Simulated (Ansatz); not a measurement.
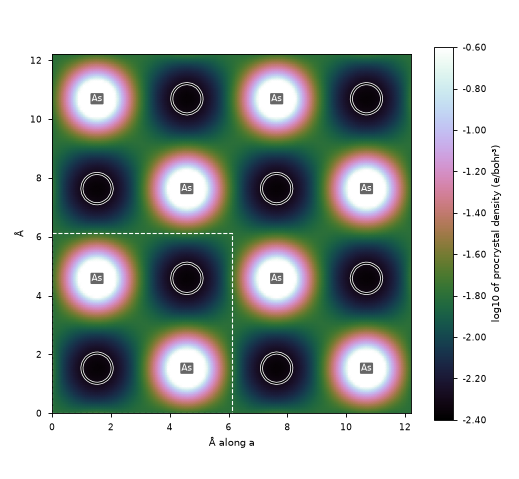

Procrystal electron density of InAs (F-43m), computed on the section z = 0.250 (parallel to a and b; the dashed line is one cell). It is the sum of the densities of spherically averaged neutral Hartree-Fock atoms, not a self-consistent density. The black line is the 0.005 e/bohr³ contour that bounds the voids. From Rb on the atoms have core potentials, so only their outer electrons count. The usual level for crystal voids is 0.002 e/bohr³; this crystal has almost no region below it, so a higher level is used, which marks the interstitial space of lowest density.

Origin of the cell: a calculation's input that goes back to an entry of the Crystallography Open Database (an earlier step may have relaxed or displaced it).

Space group F-43m (No. 216). a = 6.109 Å, b = 6.109 Å, c = 6.109 Å, α = 90.00°, β = 90.00°, γ = 90.00°
| atom | site | symmetry | x | y | z |
| --- | --- | --- | --- | --- | --- |
| In | 4a | -43m | 0.0000 | 0.0000 | 0.0000 |
| As | 4d | -43m | 0.2500 | 0.2500 | 0.7500 |

Question: What share of the cell is void by this measure?

Answer: The voids take about 1.9 % of the cell (4.4 Å³ of 228.0 Å³) and are bounded by about 26 Å² of surface per cell.

Question: Are the voids connected in the whole crystal?

Answer: They are isolated pockets that do not connect across cells.

Question: How low does the density fall, and where?

Answer: To about 0.0042 e/bohr³ near 0.25, 0.25, 0.25 (fractional), 2.6 Å from the nearest nucleus.

Question: At what density do the voids first join through the crystal?

Answer: At about 0.0055 e/bohr³, as a three-dimensional network.
